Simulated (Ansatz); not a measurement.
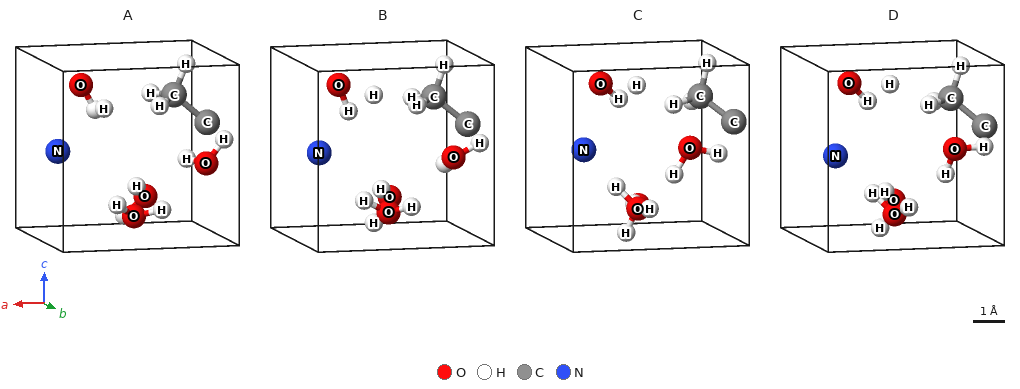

4 geometries from one relaxation of an amorphous cell of composition H11C2NO4, in shuffled order. Style: ball-and-stick. Shown: the cell of the calculation, from a free direction.

The cell holds 4 H2O + 1 CH3CN. The run prepares the start of a later molecular dynamics calculation, from a guessed geometry.

Method: Ansatz 0.2.0, DFT LDA, scalar-relativistic, plane waves, PAW. (plane-wave cutoff 420 eV; k-point mesh 1 × 1 × 1; occupations fermi dirac; smearing width 0.02 eV; no spin polarisation; atoms relaxed in a fixed cell; force threshold 0.3 eV/Å; at most 15 steps)

Order the frames from highest to lowest energy.

A, B, D, C. They are steps 0, 4, 9, 13, at +126 meV per atom, +69.7 meV per atom, +16.5 meV per atom relative to the last. Over 13 geometry steps the energy falls by 126 meV per atom. Largest force component: 1.8 eV/Å at the start, 0.23 eV/Å at the end. The largest move is that of an H atom, 1.30 Å along [−3 −1 −1]. By element the largest moves are H 1.30 Å, N 1.14 Å, O 1.00 Å, C 0.72 Å. The cell stays as it was. Among the contacts that change: H–O 0.969 → 1.022 Å, C–C 1.461 → 1.421 Å, C–H 1.092 → 1.115 Å, C–N 1.178 → 1.157 Å. Bond angles that change, for instance: H–O–H 104.0° → 111.4°, C–C–N 180.0° → 176.2°, H–O–H 104.0° → 107.5°. The run took 13 s on 1 thread of Arm Neoverse V2 (shared host), peak memory 0.29 GiB.

Limits of the set-up: the program's low-accuracy preset was used; the periodic images lie only 5.9 Å apart, so the values are limited by the cell's size.
